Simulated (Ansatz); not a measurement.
**Run report: ZnS, field-gradient calculation (part 2 of 2)**

ZnS (P3m1, 28 atoms in the cell); DFT, r2SCAN, plane-wave PAW, default files, scalar-relativistic, no spin polarisation (Ansatz 0.2.0); cutoff 500 eV, 8×8×1 k-mesh, Fermi–Dirac smearing of 0.02 eV. The structure derives from a Materials Project entry. It belongs to a series of runs on one base structure; here: functional r2SCAN.

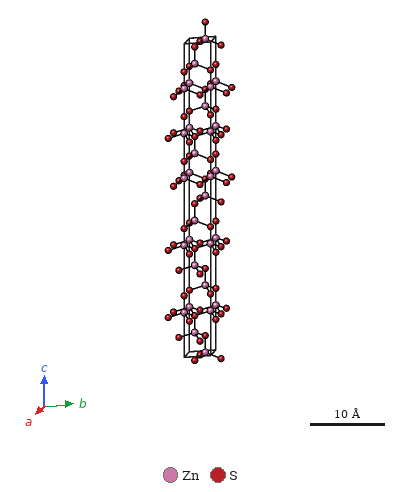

*The structure as given in the input (ball-and-stick view of the cell of the calculation, seen slightly off an axis; bonded neighbours outside the cell are drawn too).*

Output, continued:
```
  k-point 0: bands = ["-8.1234", "-8.0831", "-8.0821", "-7.9687", "-7.9632", "-7.7902", "-7.7863", "-7.5786", "-7.5748", "-7.3728", "-7.3681", "-7.2179", "-7.2170", "-7.1604", "-0.9194", "-0.9159", "-0.9117", "-0.9109", "-0.9097", "-0.9097", "-0.9059", "-0.9046", "-0.9046", "-0.8992", "-0.8992", "-0.8912", "-0.8856", "-0.8856", "-0.8839", "-0.8796", "-0.8796", "-0.8626", "-0.8626", "-0.8517", "-0.8517", "-0.8339", "-0.8339", "-0.8288", "-0.8288", "-0.8262", "-0.8212", "-0.8107", "-0.8107", "-0.8087", "-0.8087", "-0.7959", "-0.7959", "-0.7955", "-0.7955", "-0.7887", "-0.7887", "-0.6855", "-0.6847", "-0.4393", "-0.4385", "-0.3828", "-0.3828", "-0.3788", "-0.3788", "-0.3781", "-0.3781", "-0.3760", "-0.3760", "-0.3709", "-0.3709", "-0.3674", "-0.3674", "-0.3608", "-0.3608", "-0.3586", "-0.3586", "-0.3573", "-0.3573", "-0.3474", "-0.3474", "-0.3397", "-0.3397", "-0.3321", "-0.3321", "-0.3319", "-0.3319", "-0.3272", "-0.3272", "-0.1628", "0.1574", "0.6074", "0.6084", "1.3514", "1.3537", "2.2457", "2.2517", "3.2381", "3.2461", "4.2578", "4.2614", "4.7140", "4.7140", "4.7534", "4.7534", "4.7553", "4.7553", "4.8666", "4.8666", "4.8698", "4.8698", "5.0368", "5.0368", "5.0408", "5.0408", "5.1611", "5.1652", "5.2362", "5.2362", "5.2405", "5.2405", "5.4277", "5.4277", "5.4314", "5.4314", "5.5693", "5.5693", "5.5702", "5.5702", "5.5914", "5.6216", "5.6216", "8.3434", "8.6879", "8.6989", "9.2825", "9.2980", "9.3706", "9.4098", "9.4149", "9.4982", "9.5491", "9.5870", "9.6634", "9.6760", "9.7270", "12.3691", "12.3864", "12.4419", "12.4443", "12.4443", "12.4498", "12.5089", "12.5089", "12.5183", "12.5183", "12.5245", "12.6492", "12.6492", "12.6940"]
  k-point 1: bands = ["-8.0149", "-7.9762", "-7.9752", "-7.8665", "-7.8611", "-7.6959", "-7.6920", "-7.4946", "-7.4907", "-7.3001", "-7.2953", "-7.1543", "-7.1534", "-7.1005", "-0.9296", "-0.9271", "-0.9199", "-0.9168", "-0.9073", "-0.9023", "-0.8968", "-0.8904", "-0.8876", "-0.8820", "-0.8795", "-0.8775", "-0.8769", "-0.8619", "-0.8592", "-0.8564", "-0.8560", "-0.8488", "-0.8444", "-0.8370", "-0.8289", "-0.8262", "-0.8237", "-0.8082", "-0.8060", "-0.8047", "-0.8007", "-0.7935", "-0.7913", "-0.7874", "-0.7803", "-0.7790", "-0.7783", "-0.7739", "-0.7638", "-0.7635", "-0.7561", "-0.6687", "-0.6674", "-0.4736", "-0.4728", "-0.3983", "-0.3948", "-0.3919", "-0.3907", "-0.3867", "-0.3858", "-0.3839", "-0.3814", "-0.3769", "-0.3766", "-0.3737", "-0.3681", "-0.3662", "-0.3594", "-0.3585", "-0.3527", "-0.3506", "-0.3496", "-0.3450", "-0.3405", "-0.3355", "-0.3290", "-0.3270", "-0.3263", "-0.3242", "-0.3218", "-0.2790", "-0.2777", "-0.1263", "0.3217", "0.7154", "0.7161", "1.4199", "1.4222", "2.2526", "2.2584", "3.1292", "3.1384", "3.9094", "3.9216", "3.9694", "4.0161", "4.0202", "4.1685", "4.1868", "4.3723", "4.4143", "4.4614", "4.4976", "4.5063", "4.5075", "4.5418", "4.6339", "4.6377", "4.6919", "4.7301", "4.7883", "4.8280", "4.8302", "4.9890", "5.0128", "5.0537", "5.0564", "5.2699", "5.2735", "5.2855", "5.2940", "5.4301", "5.4309", "5.4608", "5.4894", "9.0964", "9.3226", "9.3333", "9.8262", "9.8428", "10.0536", "10.0882", "10.0947", "10.1600", "10.2165", "10.2398", "10.3087", "10.3335", "10.3941", "11.6966", "11.7289", "11.8087", "11.8683", "12.0146", "12.1197", "12.1787", "12.3531", "12.3872", "12.4835", "12.5735", "12.6923", "12.7221", "12.7632"]
  k-point 2: bands = ["-7.7240", "-7.6905", "-7.6894", "-7.5963", "-7.5910", "-7.4509", "-7.4470", "-7.2821", "-7.2782", "-7.1221", "-7.1174", "-7.0041", "-7.0032", "-6.9609", "-0.9461", "-0.9419", "-0.9319", "-0.9176", "-0.9048", "-0.8878", "-0.8667", "-0.8481", "-0.8386", "-0.8385", "-0.8368", "-0.8314", "-0.8272", "-0.8249", "-0.8193", "-0.8100", "-0.8082", "-0.8028", "-0.8025", "-0.7959", "-0.7924", "-0.7803", "-0.7769", "-0.7698", "-0.7670", "-0.7624", "-0.7525", "-0.7386", "-0.7330", "-0.7252", "-0.7053", "-0.7051", "-0.7029", "-0.6880", "-0.6831", "-0.6825", "-0.6736", "-0.6073", "-0.6066", "-0.4821", "-0.4813", "-0.4219", "-0.4122", "-0.4038", "-0.4024", "-0.3873", "-0.3867", "-0.3826", "-0.3823", "-0.3806", "-0.3721", "-0.3691", "-0.3642", "-0.3578", "-0.3543", "-0.3538", "-0.3419", "-0.3397", "-0.3363", "-0.3280", "-0.3276", "-0.3243", "-0.3143", "-0.3138", "-0.3085", "-0.2960", "-0.2875", "-0.1907", "-0.1886", "-0.0770", "0.6983", "0.9601", "0.9603", "1.4584", "1.4619", "1.9352", "1.9578", "2.3313", "2.3663", "2.6747", "2.7297", "2.8012", "2.8593", "2.8920", "3.1033", "3.1258", "3.2077", "3.2346", "3.3342", "3.6349", "3.6758", "3.9398", "3.9930", "3.9939", "4.0921", "4.1436", "4.1482", "4.1580", "4.3732", "4.3758", "4.5695", "4.6033", "4.6417", "4.6437", "4.8995", "4.9031", "4.9504", "4.9703", "5.0918", "5.0925", "5.1095", "5.1632", "9.7286", "9.8401", "9.8883", "10.0984", "10.1800", "10.2293", "10.3243", "10.3779", "10.4630", "10.4956", "10.5737", "10.7377", "10.7711", "10.8417", "11.0068", "11.0574", "11.2453", "11.5112", "11.6246", "11.8796", "12.2125", "12.2816", "12.5114", "12.6178", "12.6640", "12.8922", "12.9352", "13.0878"]
  k-point 9: bands = ["-7.0038", "-6.9959", "-6.9938", "-6.9770", "-6.9723", "-6.9466", "-6.9440", "-6.9144", "-6.9126", "-6.8869", "-6.8833", "-6.8663", "-6.8655", "-6.8577", "-0.8316", "-0.8268", "-0.8234", "-0.8158", "-0.7999", "-0.7928", "-0.7874", "-0.7837", "-0.7779", "-0.7742", "-0.7439", "-0.7312", "-0.7257", "-0.7213", "-0.7198", "-0.7102", "-0.7067", "-0.6943", "-0.6888", "-0.6876", "-0.6679", "-0.6666", "-0.6528", "-0.6359", "-0.6338", "-0.6123", "-0.6116", "-0.6025", "-0.5069", "-0.4986", "-0.4967", "-0.4892", "-0.4801", "-0.4748", "-0.4673", "-0.4528", "-0.4453", "-0.4338", "-0.4263", "-0.4202", "-0.4167", "-0.4130", "-0.3874", "-0.3825", "-0.3795", "-0.3786", "-0.3673", "-0.3611", "-0.3596", "-0.3575", "-0.3529", "-0.3511", "-0.3487", "-0.3376", "-0.3364", "-0.3291", "-0.1634", "-0.1548", "-0.1448", "-0.1339", "-0.1290", "-0.1220", "-0.0987", "-0.0859", "-0.0750", "-0.0562", "-0.0454", "-0.0319", "-0.0280", "-0.0216", "0.6527", "0.6863", "0.7194", "0.7793", "0.8403", "0.8763", "0.9212", "0.9369", "0.9563", "0.9954", "1.0385", "1.1156", "1.1243", "1.1801", "2.2186", "2.2348", "2.2886", "2.3272", "2.4941", "2.5341", "2.6201", "2.6668", "2.7806", "2.8107", "2.9599", "3.1266", "3.1388", "3.2457", "3.2888", "3.3549", "3.4719", "3.6155", "3.6293", "3.7341", "3.8800", "3.9652", "4.0111", "4.0764", "4.0951", "4.1331", "4.1863", "4.2352", "10.2256", "10.3168", "10.3642", "10.4740", "10.6680", "10.7429", "10.7817", "10.8102", "10.9498", "10.9998", "11.1690", "11.2084", "11.4926", "11.5850", "11.8376", "11.8862", "11.9742", "12.0463", "12.0692", "12.0742", "12.1088", "12.1825", "12.3417", "12.4408", "12.5571", "12.6887", "12.7540", "12.7934"]
--- Löwdin populations: 28 sites ---
  site symbol       q [e]
     0     Zn     10.6924
     1     Zn     10.6900
     2     Zn     10.6920
     3     Zn     10.6924
     4     Zn     10.6918
     5     Zn     10.6920
     6     Zn     10.6901
     7     Zn     10.6901
     8     Zn     10.6920
     9     Zn     10.6897
    10     Zn     10.6920
    11     Zn     10.6920
    12     Zn     10.6919
    13     Zn     10.6922
    14      S      7.1175
    15      S      7.1170
    16      S      7.1177
    17      S      7.1195
    18      S      7.1169
    19      S      7.1203
    20      S      7.1188
    21      S      7.1175
    22      S      7.1201
    23      S      7.1203
    24      S      7.1203
    25      S      7.1196
    26      S      7.1194
    27      S      7.1171
  spilling = 0.010547 (of n_electrons = 252.000000)
```

File populations.tsv:
```
# site	symbol	l	j	q
# orbitals = lowdin
# n_electrons = 252.000000
# spilling = 0.010547
0	Zn	0_4S	-	0.715459
0	Zn	2_3D	-	9.976897
1	Zn	0_4S	-	0.713211
1	Zn	2_3D	-	9.976822
2	Zn	0_4S	-	0.715131
2	Zn	2_3D	-	9.976838
3	Zn	0_4S	-	0.715477
3	Zn	2_3D	-	9.976887
4	Zn	0_4S	-	0.714691
4	Zn	2_3D	-	9.977070
5	Zn	0_4S	-	0.714893
5	Zn	2_3D	-	9.977111
6	Zn	0_4S	-	0.713295
6	Zn	2_3D	-	9.976834
7	Zn	0_4S	-	0.713259
7	Zn	2_3D	-	9.976836
8	Zn	0_4S	-	0.715145
8	Zn	2_3D	-	9.976837
9	Zn	0_4S	-	0.712962
9	Zn	2_3D	-	9.976773
10	Zn	0_4S	-	0.715127
10	Zn	2_3D	-	9.976834
11	Zn	0_4S	-	0.714860
11	Zn	2_3D	-	9.977106
12	Zn	0_4S	-	0.714780
12	Zn	2_3D	-	9.977081
13	Zn	0_4S	-	0.715348
13	Zn	2_3D	-	9.976859
14	S	0_3S	-	1.847748
14	S	1_3P	-	5.269758
15	S	0_3S	-	1.847592
15	S	1_3P	-	5.269377
16	S	0_3S	-	1.847877
16	S	1_3P	-	5.269782
17	S	0_3S	-	1.847885
17	S	1_3P	-	5.271631
18	S	0_3S	-	1.847669
18	S	1_3P	-	5.269256
19	S	0_3S	-	1.847980
19	S	1_3P	-	5.272322
20	S	0_3S	-	1.847487
20	S	1_3P	-	5.271269
21	S	0_3S	-	1.847742
21	S	1_3P	-	5.269721
22	S	0_3S	-	1.847896
22	S	1_3P	-	5.272242
23	S	0_3S	-	1.848018
23	S	1_3P	-	5.272266
24	S	0_3S	-	1.847942
24	S	1_3P	-	5.272312
25	S	0_3S	-	1.847915
25	S	1_3P	-	5.271636
26	S	0_3S	-	1.847730
26	S	1_3P	-	5.271708
27	S	0_3S	-	1.847771
27	S	1_3P	-	5.269288
```

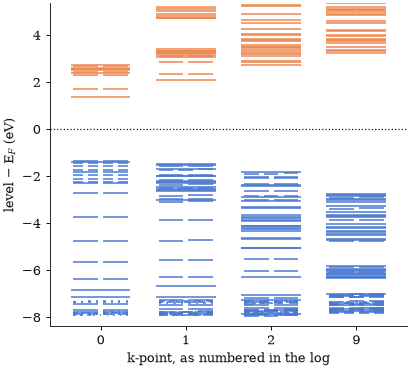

*Kohn–Sham levels near the Fermi level (dotted) at the few k-points that the log prints; levels within 0.02 eV of each other stand side by side.*

Among these points the highest filled and lowest empty levels are 2.72 eV apart, which is the gap on the mesh.

This output came from the following input.

The input:
```yaml
crystal:
  lattice:
    - [3.8083171437, 0.0, 0.0]
    - [-1.9041585718, 3.2980993921, 0.0]
    - [0.0, 0.0, 43.6251415]
  atoms:
    - { symbol: Zn, position: [0.0, 0.0, 0.14289912] }
    - { symbol: Zn, position: [0.6666666667, 0.3333333333, 0.07148045] }
    - { symbol: Zn, position: [0.0, 0.0, 0.57141545] }
    - { symbol: Zn, position: [0.3333333333, 0.6666666667, 0.2143217] }
    - { symbol: Zn, position: [0.3333333333, 0.6666666667, 0.78573326] }
    - { symbol: Zn, position: [0.6666666667, 0.3333333333, 0.64289906] }
    - { symbol: Zn, position: [0.6666666667, 0.3333333333, 0.42866609] }
    - { symbol: Zn, position: [0.0, 0.0, 0.85720139] }
    - { symbol: Zn, position: [0.6666666667, 0.3333333333, 0.9286019] }
    - { symbol: Zn, position: [0.0, 0.0, 0.71435637] }
    - { symbol: Zn, position: [0.6666666667, 0.3333333333, 0.28570942] }
    - { symbol: Zn, position: [0.0, 0.0, 0.35718281] }
    - { symbol: Zn, position: [0.3333333333, 0.6666666667, 2.566e-05] }
    - { symbol: Zn, position: [0.3333333333, 0.6666666667, 0.50002803] }
    - { symbol: S, position: [0.3333333333, 0.6666666667, 0.55352393] }
    - { symbol: S, position: [0.6666666667, 0.3333333333, 0.48213161] }
    - { symbol: S, position: [0.0, 0.0, 0.19640063] }
    - { symbol: S, position: [0.6666666667, 0.3333333333, 0.33918921] }
    - { symbol: S, position: [0.0, 0.0, 0.91068853] }
    - { symbol: S, position: [0.3333333333, 0.6666666667, 0.83929599] }
    - { symbol: S, position: [0.0, 0.0, 0.76778297] }
    - { symbol: S, position: [0.3333333333, 0.6666666667, 0.26781977] }
    - { symbol: S, position: [0.6666666667, 0.3333333333, 0.69645197] }
    - { symbol: S, position: [0.0, 0.0, 0.41073995] }
    - { symbol: S, position: [0.3333333333, 0.6666666667, 0.05358467] }
    - { symbol: S, position: [0.0, 0.0, 0.62489799] }
    - { symbol: S, position: [0.6666666667, 0.3333333333, 0.98206255] }
    - { symbol: S, position: [0.6666666667, 0.3333333333, 0.1249665] }
kpoints:
  mp_grid: { grid: [8, 8, 1] }
scf:
  occupations: { method: fermi_dirac, width: 0.02 }
hamiltonian:
  xc: r2scan
  pseudopotentials: { kind: paw }
output:
  forces: true
  stress: true
  populations: true
  efg:
    quadrupole_moments_barn: { Zn: 0.122, S: -0.0694 }
    contact_densities: true
```

Run as:
```bash
ansatz run input.yaml --threads 1 --pin off --max-ram 2560MiB --backend cpu --events-out ev --progress --plain --runs-dir out
```

Key numbers:

| quantity | value |
| --- | --- |
| outcome | converged |
| space group (tolerance 0.01 Å) | P3m1 (156) |
| electrons treated | 252 |
| free energy | −59268.2865 eV |
| Fermi energy | 6.992 eV |
| gap on the k-point mesh | 2.72 eV |
| pressure | 0.00 GPa |
| field gradient V_zz (10²¹ V/m²) | Zn 0.0039, Zn 0.0533, Zn 0.0198, Zn 0.0019, Zn −0.0762, Zn −0.0961, Zn 0.0301, Zn 0.0505 (the first 8 of 28 sites) |
| largest force (length of the vector) | 0.015 eV/Å |
| hardware | 1 thread of an x86-64 CPU, shared host |
| wall time | 4.1 min |
| peak memory | 2.2 GiB |
